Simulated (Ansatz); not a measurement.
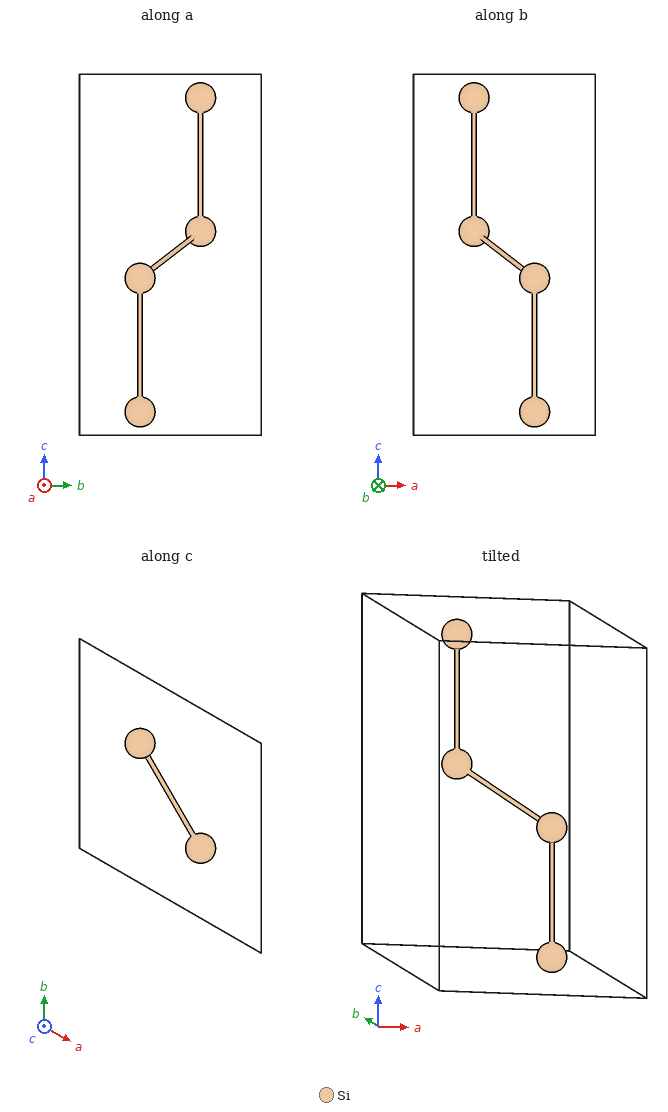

Ball-and-stick representation of a periodic structure, projected along the a axis, along the b axis, along the c axis and slightly off an axis. The edges of the conventional unit cell are marked.

Lattice parameters: a = 3.8321 Å, b = 3.8321 Å, c = 6.5949 Å, α = 90.000°, β = 90.000°, γ = 120.000°.

> Reconstruct the structure as a CIF with its space group and independent sites, with free fractional coordinates to two decimals.

```cif
data_structure
_symmetry_space_group_name_H-M 'P 63/m m c'
_symmetry_Int_Tables_number 194
_cell_length_a 3.8321
_cell_length_b 3.8321
_cell_length_c 6.5949
_cell_angle_alpha 90.000
_cell_angle_beta 90.000
_cell_angle_gamma 120.000
_cell_volume 83.87
loop_
_atom_site_label
_atom_site_type_symbol
_atom_site_symmetry_multiplicity
_atom_site_Wyckoff_symbol
_atom_site_fract_x
_atom_site_fract_y
_atom_site_fract_z
_atom_site_occupancy
Si1 Si 4 f 0.3333 0.6667 0.56 1
```

It goes back to a structure type filled with this element by a generator (whether the element takes this form wasn't checked). The cell was then strained or its atoms displaced on purpose. An electronic-structure calculation with Ansatz was run on it.
